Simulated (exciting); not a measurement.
Two BSE runs for the O K edge of ZnO (zincite), space group P6_3mc. Run A: exciting, all-electron LAPW+lo, PBEsol, exchange and screened direct term (singlet BSE), 5×5×3 shifted k points, 19 conduction bands, |G+q| up to 3 bohr⁻¹, full RPA screening with nempty = 41, Lorentzian half width 0.45 eV. Run B has a fault in its input.

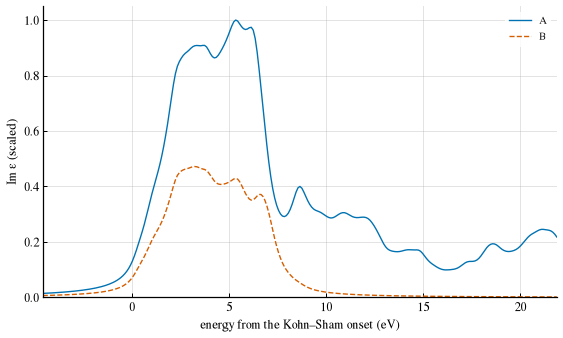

Energy from the Kohn–Sham onset, core level to the lowest empty state found on the meshes used; one zero for both, scaled to A's maximum.

**Question.** What most likely went wrong in run B?

Far too few conduction bands in the BSE (conduction bands from 19 to 3). Against run A the r.m.s. difference is 60 %. The highest maximum lies at 3.2 eV (0.47), against 5.3 eV (1.00). Transitions to the missing bands are absent and can't mix into the lines that are left. Other settings could leave a like mark; this is the change that was made.

[Hosts, paths, dates, database ids (printed as entryN), source tags and the programs' standing remarks are cut or masked in the printed files.]
